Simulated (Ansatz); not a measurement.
# CuNi2: what the fields show

```
CELL_PARAMETERS angstrom
4.33878 0.00000 0.00000
-2.16939 3.75750 0.00000
0.00000 0.00000 4.13403
ATOMIC_POSITIONS crystal
Cu 0.33333 0.66667 0.50000
Cu 0.66667 0.33333 0.50000
Ni 0.00000 0.67162 0.00000
Ni 0.67162 0.00000 0.00000
Ni 0.32838 0.32838 0.00000
Ni 0.00000 0.00000 0.50000
```

Space group P-62m; a structure generated by program, which may or may not match a known phase; spin-polarised.

Method: Ansatz 0.2.0, DFT PBE, scalar-relativistic, plane waves, PAW.

Core electrons are frozen (PAW), and the valence fields are smoothed inside the atomic spheres.

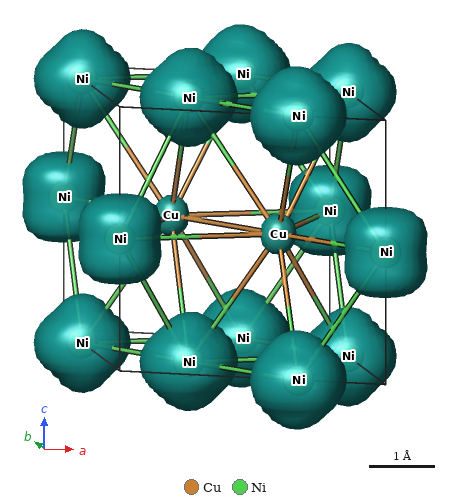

Figure 1. Isosurface of the spin density at +0.05 e/Å³ (teal), seen slightly off an axis. Sticks mark near contacts.

**Where is the spin, and how is it ordered?**

The spin density sits on Ni: +0.5 μB (×4) in one cell of 6 atoms: parallel main moments (a ferromagnetic arrangement) in this solution. The cell of the calculation (6 atoms) carries 1.7 μB of net spin moment.

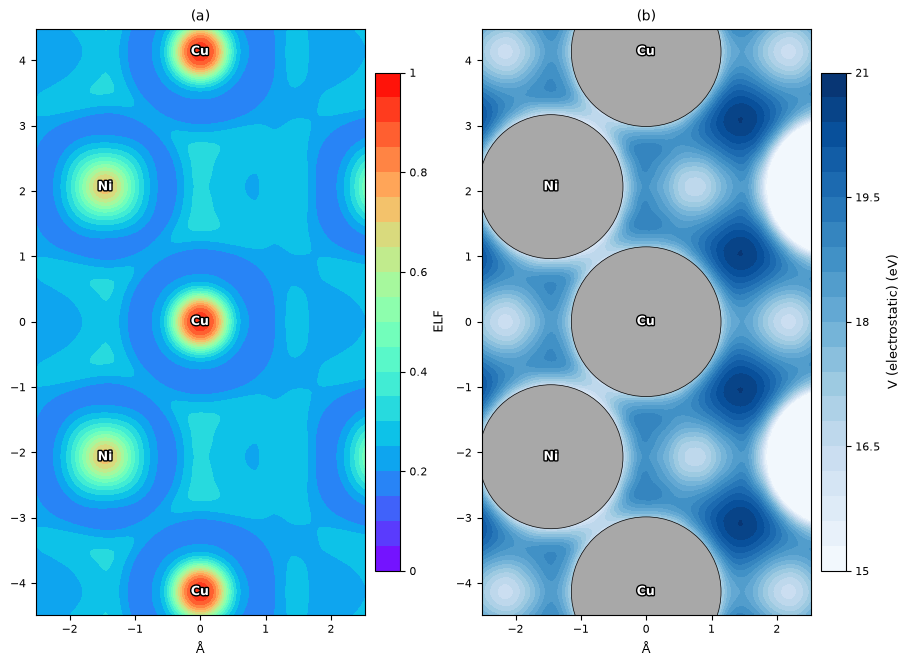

Figure 2. (a) ELF; (b) electrostatic potential (local pseudopotential plus Hartree) felt by an electron on the (100) plane of the conventional cell. Grey discs cover the atomic cores in the potential map.

**Read the bonding off the picture.**

Atoms in the plane: Cu and Ni.
Cu–Ni (2.53 Å): the ELF is about 0.20 at the midpoint; no localised pair shows between them.
The features right at Cu and Ni lie inside the PAW spheres, where the map follows smoothed inner orbitals and isn't to be read closely.
Outside the cores the potential energy rises away from the atoms and is highest about 1.8 Å from the nearest atoms; its zero is arbitrary.

**Does the calculation give a band gap?**

It is metallic or semimetallic at this level of theory: no gap opens.
